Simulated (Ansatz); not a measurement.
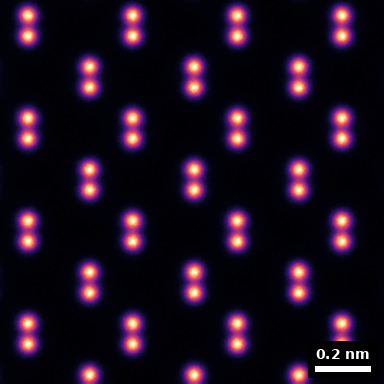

HAADF-like image of a crystal. The image is simulated as a sum over atoms of Z^1.8, blurred by a 0.50 Å probe (no channelling). The probe carries 15 % of its weight in a tail 2.5 times as wide. Shot noise was added.

Q: Measure the repeat of the pattern.

A: The pattern repeats on a rectangular net of 3.7 × 3.8 Å.

Q: What is the plane group of the image?

A: p2mg: mirror lines in one direction, glide lines across them, twofold points on the glide lines.

Q: How many columns does the smallest repeating cell hold, and how many levels of brightness?

A: 4 columns in the primitive cell of 14.3 Å², all of one brightness.

The crystal is Si (Cmce, No. 64) seen along [100]. Structure: the geometry relaxed with Ansatz 0.2.0, DFT PBE, scalar-relativistic, plane waves, PAW; the starting structure was generated, so it need not be a known form of this composition.
